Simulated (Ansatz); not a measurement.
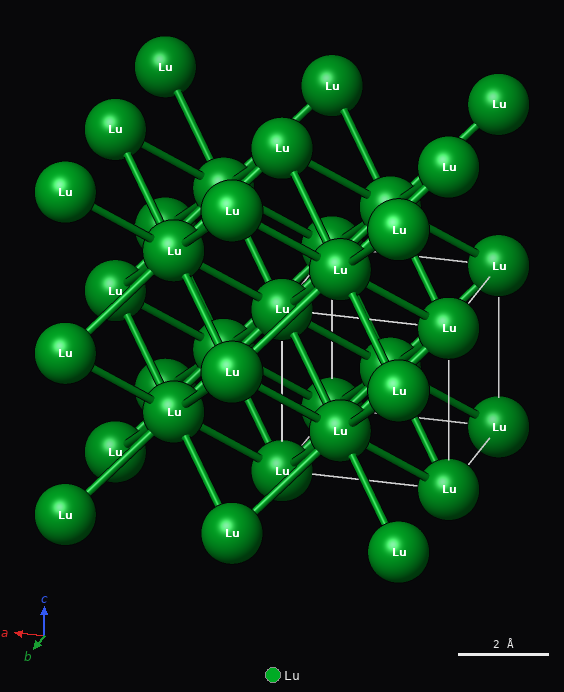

This is a crystal of Lu (a generated structure, set up in Im-3m). A ball-and-stick model of the conventional cell (2 times the calculation's cell), repeated 2 × 2 × 2 with one cell outlined, seen from a free direction. Lengths and directions refer to the drawn axes.

All numbers below come from Ansatz, DFT, PBE, PAW with Ansatz's default frozen-core files, scalar-relativistic. Set-up: plane-wave cutoff 420 eV; k-point mesh 15 × 15 × 15; occupations fermi dirac; smearing width 0.08 eV; no spin polarisation.

The variant: All lengths are scaled by −2.0 % (volume −6.0 %), the atoms keeping their fractional coordinates. No relaxation follows.

Predict the response.

Answer. It costs 14.2 meV per atom. Pressure: 0.0 GPa before, 2.9 GPa after. All forces vanish by symmetry. Some distances before and after: Lu–Lu 3.377 → 3.309 Å. The space group stays Im-3m (No. 229).

Drawn alike, the variant:

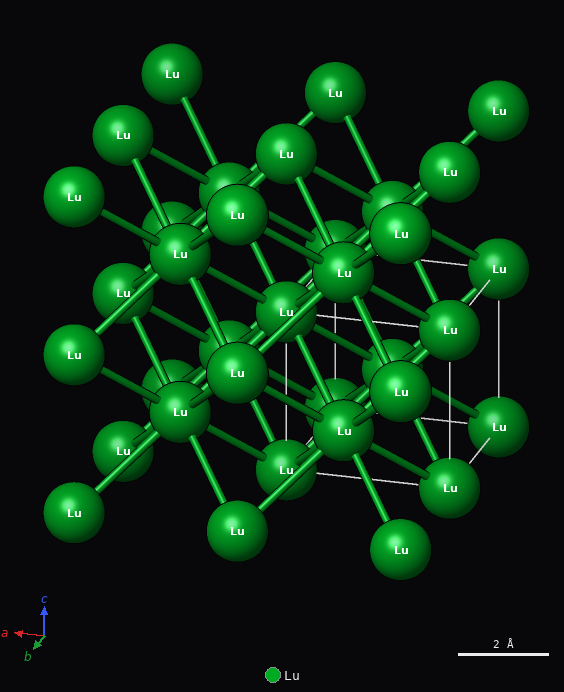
